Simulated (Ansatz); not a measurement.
The calculation's input:

```
crystal:
  lattice:
    - [3.2702526784, 0.0, 0.0]
    - [-1.6351263392, 2.8321218963, 0.0]
    - [0.0, 0.0, 31.6612169706]
  atoms:
    - { symbol: W, position: [0.0, 0.0, 0.2368828718] }
    - { symbol: Se, position: [0.3333333333, 0.6666666667, 0.2897164081] }
    - { symbol: Se, position: [0.3333333333, 0.6666666667, 0.7102835919] }
    - { symbol: W, position: [0.0, 0.0, 0.7631171282] }
basis:
  ecutwfc: 420
kpoints:
  mp_grid: { grid: [9, 9, 1] }
hamiltonian:
  xc: pbesol
scf:
  occupations: { method: gaussian, width: 0.05 }
output:
  forces: true
  stress: true
  eigenvalues: true
  write_density: true
  write_potential: true
  elf: true
  volumetric_format: npy
efield:
  axis: 3
  dipole_correction: true
  ramp_width: 0.04
```

Command:

```sh
ansatz run input.yaml --threads 1 --pin off --max-ram 2560MiB --backend cpu --events-out ev --progress --plain --runs-dir out
```

Not relaxed (largest force 0.7 eV/Å).

Computed with DFT PBEsol, scalar-relativistic, plane waves, PAW in Ansatz.

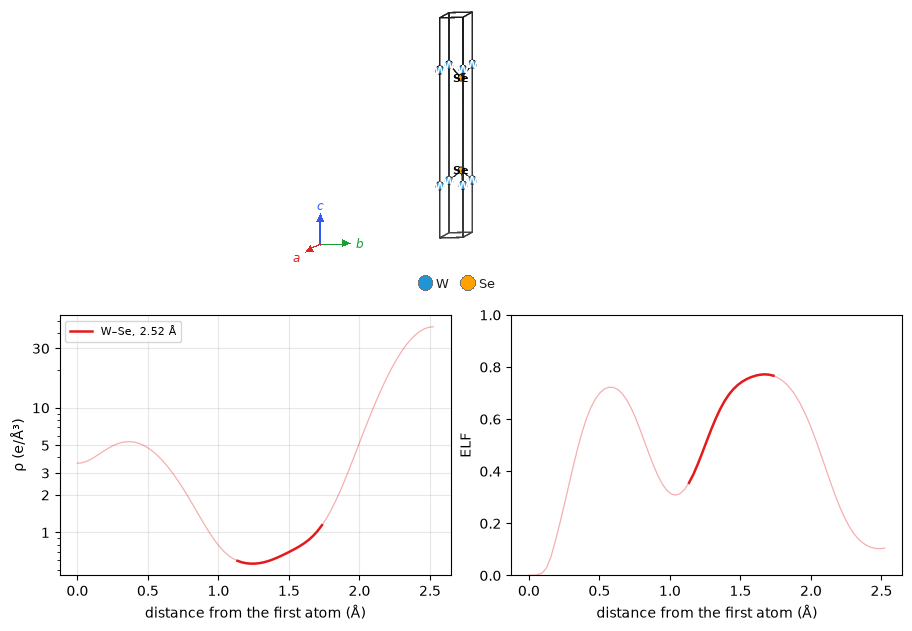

WSe (slab). Valence charge density (pseudo) and ELF along straight lines between neighbouring atoms. Thin, pale parts lie inside the atomic spheres. The structure is drawn too.

Core electrons are frozen (PAW), and the valence fields are smoothed inside the atomic spheres.

**What can be read from the curves?**

W–Se (2.52 Å): ρ at the midpoint is about 0.56 e/Å³; the ELF is about 0.50 at the midpoint.
